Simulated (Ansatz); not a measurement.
**What a change does: single-point calculation on HgTe**

System: HgTe (F-43m, 2 atoms in the cell).
Method of run 1: DFT HSE06, scalar-relativistic, plane waves, PAW, no spin polarisation (Ansatz 0.2.0).

Text and figures count atoms from 1; the logs count them from 0 in places.

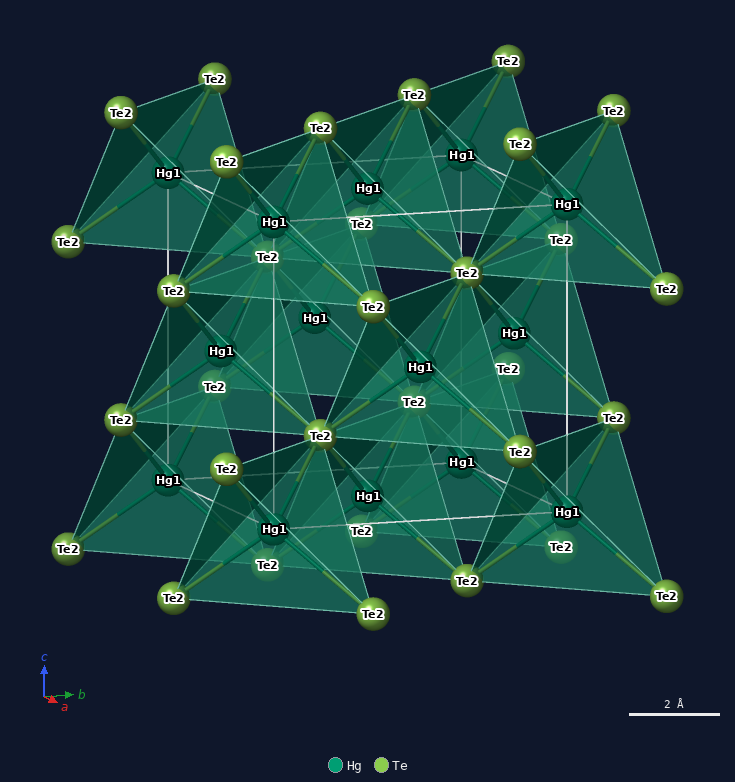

Figure 1. The structure (polyhedral view of the cell 4 times as large as that of the calculation, set on its symmetry axes, seen slightly off an axis; polyhedra are completed across the faces of the cell; atoms are numbered from 1 in the order of the input). An atom can appear more than once, as a periodic image.

Input, run 1:
```yaml
crystal:
  lattice:
    - [0.0, 3.4686049472, 3.4686049472]
    - [3.4686049472, 0.0, 3.4686049472]
    - [3.4686049472, 3.4686049472, 0.0]
  atoms:
    - { symbol: Hg, position: [0.0, 0.0, 0.0] }
    - { symbol: Te, position: [0.25, 0.25, 0.25] }
basis:
  ecutwfc: 420
kpoints:
  mp_grid: { grid: [4, 4, 4] }
hamiltonian:
  xc: hse06
scf:
  occupations: { method: gaussian, width: 0.05 }
output:
  forces: true
  stress: true
  eigenvalues: true
```

Launched with:
```bash
ansatz run input.yaml --threads 4 --pin off --max-ram 12288MiB --backend cpu --events-out ev --progress --plain --runs-dir out
```

Hardware: 4 threads of Arm Neoverse V2, 24 GiB of memory available, shared host.

Output, shortened to warnings, some set-up lines, iterations and results (run 1):
```
Warning: output.stress: scf.convergence.dr2_threshold = 1e-7 eV (the SCF's general default) is looser than the 2e-10 eV advised for a printed stress (1e-10 eV for each atom of the cell: 2). What an SCF threshold leaves in a stress goes as its square root, and in the free energy as the threshold itself, and one threshold admits the most on a small cell: of the crystals measured, under no hybrid …
Warning: output.stress: scf.exx.energy_threshold = 1e-6 eV is looser than the 2e-8 eV advised for a stress under a hybrid functional (1e-8 eV for each atom of the cell: 2). Every SCF of the exchange loop can meet its threshold on dr2 while the loop round them stops early: no threshold on dr2 bounds what that leaves in the stress. Set scf.exx.energy_threshold to 2e-8 eV or tighter. The threshold …
Basis set: ecut = 420 eV, 1639 PW (Γ), exchange–correlation on 72×72×72 points (8 copies of the dense FFT grid, shifted against one another)
Symmetry: 24 space group operations
k-points: 8 of 64 (time reversal used)
Initial density: superposition of atomic densities (neutral atoms: chi_scale 0, normalization atom), corrected by the library's trained network
[...]
SCF iter   1: F=—  HF=-20793.582941 eV  |F-HF|=—  |Δ(HF+E_count)|=         —  Δρ=1.87e-3  dr2=2.01e-3  ethr=1.77e-3  ⟨swp⟩=7.9  Hψ=740  notcnv=0
SCF iter   2: F=—  HF=-20793.583116 eV  |F-HF|=—  |Δ(HF+E_count)|=   1.76e-4  Δρ=3.58e-4  dr2=1.16e-4  ethr=3.27e-7  ⟨swp⟩=2.9  Hψ=824  notcnv=0
SCF iter   3: F=—  HF=-20793.583315 eV  |F-HF|=—  |Δ(HF+E_count)|=   1.99e-4  Δρ=2.14e-4  dr2=2.12e-5  ethr=3.22e-7  ⟨swp⟩=3.1  Hψ=392  notcnv=0
SCF iter   4: F=—  HF=-20793.583406 eV  |F-HF|=—  |Δ(HF+E_count)|=   9.06e-5  Δρ=9.13e-5  dr2=4.59e-6  ethr=5.88e-8  ⟨swp⟩=3.1  Hψ=396  notcnv=0
SCF iter   5: F=—  HF=-20793.583436 eV  |F-HF|=—  |Δ(HF+E_count)|=   3.03e-5  Δρ=2.52e-5  dr2=3.43e-7  ethr=1.28e-8  ⟨swp⟩=3.4  Hψ=381  notcnv=0
[... 8 lines ...]
SCF 2 stopped early in 5 iterations: F = -20801.311411 eV  dr2 = 3.86e-7
SCF iter   1: F=—  HF=-20801.311513 eV  |F-HF|=—  |Δ(HF+E_count)|=         —  Δρ=4.09e-5  dr2=7.87e-7  ethr=1.12e-6  ⟨swp⟩=4.4  Hψ=414  notcnv=0
SCF iter   2: F=—  HF=-20801.311514 eV  |F-HF|=—  |Δ(HF+E_count)|=   1.17e-7  Δρ=1.88e-5  dr2=1.18e-7  ethr=2.14e-9  ⟨swp⟩=4.0  Hψ=487  notcnv=0
SCF iter   3: F=-20801.311514 eV  HF=-20801.311514 eV  |F-HF|=5.79e-9  |Δ(HF+E_count)|=   1.44e-8  Δρ=3.95e-6  dr2=8.71e-9  ethr=3.24e-10  ⟨swp⟩=3.1  Hψ=465  notcnv=0
SCF 3 converged in 3 iterations: F = -20801.311514 eV  dr2 = 8.71e-9
  Residual-converged pass: ⟨swp⟩=3.1  Hψ=364  notcnv=0  max |occ|·‖R‖ = 2.0e-6 eV (tolerance 2.4e-6 eV)  dr2=8.74e-9  dr2_onsite=2.47e-9  max |Δocc| = 7.3e-13
hybrid outer 2: dexx = +3.997e-7 eV, tail = 4.28e-8 eV, Δε = 1.51e-3 eV (about 5.38e-5 eV left of the loop's levels)
hybrid SCF converged: 2 outer / 8 inner (+7 warm-up), last move |dexx| = 4.00e-7 eV, tail = 4.28e-8 eV
Stability not checked: this state was not tested for a lower state beside it, because the functional holds exact exchange (a hybrid, or Hartree-Fock), whose exchange loop this test does not read (fock_operator; see scf.lower_state_search)
Free energy (F): -20801.311514 eV
Frozen-core exchange: fock
Harris-Foulkes:  -20801.311514 eV  (|F-HF|=5.79e-9)
Internal energy: -20801.310309 eV  (E = F + TS)
E sigma→0 (E₀):  -20801.310911 eV
Entropy (-TS):   -0.001205 eV (-0.603 meV/atom)
Fermi energy:    5.299765 eV
--- Per-component energies (eV) ---
  E_band       = -938.662730
  E_kinetic    = 779.884285
  E_local      = -5254.544433  (includes V_loc(G=0)·N_el)
  E_nonlocal   = -235.964191
  E_hartree    = 2522.790072
  E_xc         = -273.837134
  E_vxc        = -288.572666  (∫ρ·V_xc dr)
  E_exx        = -122.511683  (= α·E_x^exact, valence–valence)
  E_paw        = -14560.920235  (= ΣΔE_a)
  E_vpaw       = -740.027985  (= ΣTr[D̂ρ^β])
  E_aug_tail   = 0.000766  (compensation charges beyond the density's cutoff)
  E_ewald      = -3654.194952
  E_core_change = -2.012802  (= ΣΔE_core)
  E_smearing   = -0.001205  (= −TS)
  E_closure    = -0.000000  (closes the sum)
  Σ components = -20801.311514   (vs F -20801.311514, Δ=0.00e0)
--- Forces (eV/Å), atoms counted from 1 ---
  atom   1  Hg     0.00000000    -0.00000000     0.00000000
  atom   2  Te    -0.00000000     0.00000000    -0.00000000
  max |Σ_I F_I| component: 1.35e-16 eV/Å
--- Stress (GPa, compression-positive) ---
       -4.163583       0.000000      -0.000000
        0.000000      -4.163583       0.000000
        0.000000       0.000000      -4.163583
  P = ⅓ Tr σ = -4.1636 GPa (-41.636 kbar)
```

The input of run 2 differs as follows (lines with − go, lines with + come):
```diff
-    - [0.0, 3.4686049472, 3.4686049472]
-    - [3.4686049472, 0.0, 3.4686049472]
-    - [3.4686049472, 3.4686049472, 0.0]
+    - [0.0, 3.2819170404, 3.2819170404]
+    - [3.2819170404, 0.0, 3.2819170404]
+    - [3.2819170404, 3.2819170404, 0.0]
```

How does run 2 compare with run 1?

With the same functional and potentials, run 2 lies 90.7 meV per atom lower. The pressure goes from −4.16 to 0.42 GPa. The volume per atom goes from 41.73 to 35.35 Å³. The SCF takes 16 iterations against 15. The plane waves at Γ go from 1639 to 1411.

Output, shortened to warnings, some set-up lines, iterations and results (run 2):
```
Warning: output.stress: scf.convergence.dr2_threshold = 1e-7 eV (the SCF's general default) is looser than the 2e-10 eV advised for a printed stress (1e-10 eV for each atom of the cell: 2). What an SCF threshold leaves in a stress goes as its square root, and in the free energy as the threshold itself, and one threshold admits the most on a small cell: of the crystals measured, under no hybrid …
Warning: output.stress: scf.exx.energy_threshold = 1e-6 eV is looser than the 2e-8 eV advised for a stress under a hybrid functional (1e-8 eV for each atom of the cell: 2). Every SCF of the exchange loop can meet its threshold on dr2 while the loop round them stops early: no threshold on dr2 bounds what that leaves in the stress. Set scf.exx.energy_threshold to 2e-8 eV or tighter. The threshold …
Basis set: ecut = 420 eV, 1411 PW (Γ), exchange–correlation on 64×64×64 points (8 copies of the dense FFT grid, shifted against one another)
Symmetry: 24 space group operations
k-points: 8 of 64 (time reversal used)
Initial density: superposition of atomic densities (neutral atoms: chi_scale 0, normalization atom), corrected by the library's trained network
[...]
SCF iter   1: F=—  HF=-20793.653767 eV  |F-HF|=—  |Δ(HF+E_count)|=         —  Δρ=1.96e-3  dr2=1.99e-3  ethr=1.77e-3  ⟨swp⟩=8.2  Hψ=749  notcnv=0
SCF iter   2: F=—  HF=-20793.653790 eV  |F-HF|=—  |Δ(HF+E_count)|=   2.22e-5  Δρ=4.31e-4  dr2=1.81e-4  ethr=5.03e-7  ⟨swp⟩=2.0  Hψ=798  notcnv=0
SCF iter   3: F=—  HF=-20793.653846 eV  |F-HF|=—  |Δ(HF+E_count)|=   5.63e-5  Δρ=2.28e-4  dr2=1.36e-5  ethr=5.03e-7  ⟨swp⟩=3.1  Hψ=387  notcnv=0
SCF iter   4: F=—  HF=-20793.653910 eV  |F-HF|=—  |Δ(HF+E_count)|=   6.42e-5  Δρ=8.33e-5  dr2=1.91e-6  ethr=3.78e-8  ⟨swp⟩=3.1  Hψ=399  notcnv=0
SCF iter   5: F=—  HF=-20793.653929 eV  |F-HF|=—  |Δ(HF+E_count)|=   1.85e-5  Δρ=1.32e-5  dr2=7.96e-8  ethr=5.30e-9  ⟨swp⟩=3.8  Hψ=398  notcnv=0
[... 9 lines ...]
SCF iter   1: F=—  HF=-20801.492886 eV  |F-HF|=—  |Δ(HF+E_count)|=         —  Δρ=4.72e-5  dr2=9.30e-7  ethr=1.09e-6  ⟨swp⟩=3.9  Hψ=396  notcnv=0
SCF iter   2: F=—  HF=-20801.492886 eV  |F-HF|=—  |Δ(HF+E_count)|=   1.53e-7  Δρ=2.20e-5  dr2=1.43e-7  ethr=2.52e-9  ⟨swp⟩=3.9  Hψ=470  notcnv=0
SCF iter   3: F=—  HF=-20801.492886 eV  |F-HF|=—  |Δ(HF+E_count)|=   2.23e-8  Δρ=4.40e-6  dr2=1.76e-8  ethr=3.95e-10  ⟨swp⟩=3.2  Hψ=421  notcnv=0
SCF iter   4: F=-20801.492886 eV  HF=-20801.492886 eV  |F-HF|=1.82e-10  |Δ(HF+E_count)|=   7.09e-9  Δρ=2.00e-6  dr2=7.78e-10  ethr=4.61e-11  ⟨swp⟩=3.2  Hψ=454  notcnv=0
SCF 3 converged in 4 iterations: F = -20801.492886 eV  dr2 = 7.78e-10
  Residual-converged pass: ⟨swp⟩=2.8  Hψ=331  notcnv=0  max |occ|·‖R‖ = 2.3e-6 eV (tolerance 2.4e-6 eV)  dr2=7.66e-10  dr2_onsite=2.14e-10  max |Δocc| = 4.7e-13
hybrid outer 2: dexx = +3.915e-7 eV, tail = 2.10e-8 eV, Δε = 1.32e-3 eV (about 3.39e-5 eV left of the loop's levels)
hybrid SCF converged: 2 outer / 9 inner (+7 warm-up), last move |dexx| = 3.92e-7 eV, tail = 2.10e-8 eV
Stability not checked: this state was not tested for a lower state beside it, because the functional holds exact exchange (a hybrid, or Hartree-Fock), whose exchange loop this test does not read (fock_operator; see scf.lower_state_search)
Free energy (F): -20801.492887 eV
Frozen-core exchange: fock
Harris-Foulkes:  -20801.492887 eV  (|F-HF|=1.82e-10)
Internal energy: -20801.491681 eV  (E = F + TS)
E sigma→0 (E₀):  -20801.492284 eV
Entropy (-TS):   -0.001205 eV (-0.603 meV/atom)
Fermi energy:    7.607774 eV
--- Per-component energies (eV) ---
  E_band       = -874.102316
  E_kinetic    = 783.010240
  E_local      = -4905.331503  (includes V_loc(G=0)·N_el)
  E_nonlocal   = -236.507954
  E_hartree    = 2380.347909
  E_xc         = -275.330676
  E_vxc        = -290.617088  (∫ρ·V_xc dr)
  E_exx        = -122.907041  (= α·E_x^exact, valence–valence)
  E_paw        = -14560.701124  (= ΣΔE_a)
  E_vpaw       = -739.540968  (= ΣTr[D̂ρ^β])
  E_aug_tail   = 0.000710  (compensation charges beyond the density's cutoff)
  E_ewald      = -3862.059441
  E_core_change = -2.012802  (= ΣΔE_core)
  E_smearing   = -0.001205  (= −TS)
  E_closure    = 0.000000  (closes the sum)
  Σ components = -20801.492887   (vs F -20801.492887, Δ=-3.64e-12)
--- Forces (eV/Å), atoms counted from 1 ---
  atom   1  Hg     0.00000000     0.00000000    -0.00000000
  atom   2  Te    -0.00000000     0.00000000     0.00000000
  max |Σ_I F_I| component: 1.12e-16 eV/Å
--- Stress (GPa, compression-positive) ---
        0.418342      -0.000000      -0.000000
       -0.000000       0.418342       0.000000
       -0.000000       0.000000       0.418342
  P = ⅓ Tr σ = 0.4183 GPa (4.183 kbar)
```

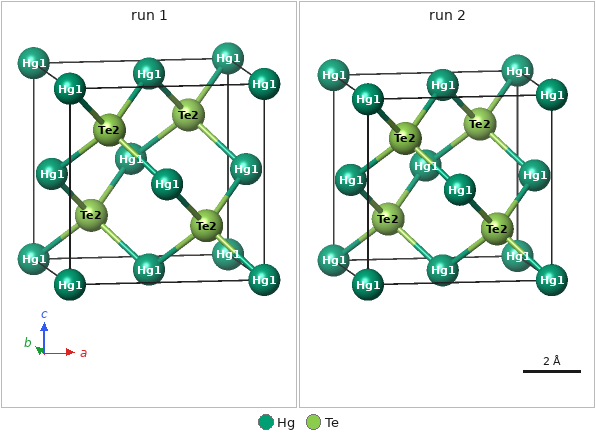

Figure 2. The two input geometries at one scale (ball-and-stick view of the cell 4 times as large as that of the calculation, set on its symmetry axes, seen slightly off an axis). No atom moves by more than 0.005 Å relative to the cell. Cell: a = b = c 6.937 → 6.564 Å (−5.4 %). Volume −15.3 %. Among the contacts that change: Hg1–Te2 3.004 → 2.842 Å.

The two runs side by side:

| quantity | run 1 | run 2 |
| --- | --- | --- |
| outcome | converged | converged |
| free energy per atom (eV) | −10400.6558 | −10400.7464 |
| energy per atom, smearing taken to zero (eV) | −10400.6555 | −10400.7461 |
| gap on the mesh (eV) | 0.00 | 0.00 |
| pressure (GPa) | −4.16 | 0.42 |
| volume per atom (Å³) | 41.73 | 35.35 |
| largest force (eV/Å) | 0.000 | 0.000 |
| SCF iterations | 15 | 16 |
| irreducible k-points | 8 | 8 |
| plane waves at Γ | 1639 | 1411 |
| wall time (shared host) | 10 s | 7.9 s |

For both runs: Warnings: the exchange loop's threshold is looser than advised for the stress; the SCF threshold is looser than advised for the printed stress. Spin–orbit coupling is left out, which matters for Hg.
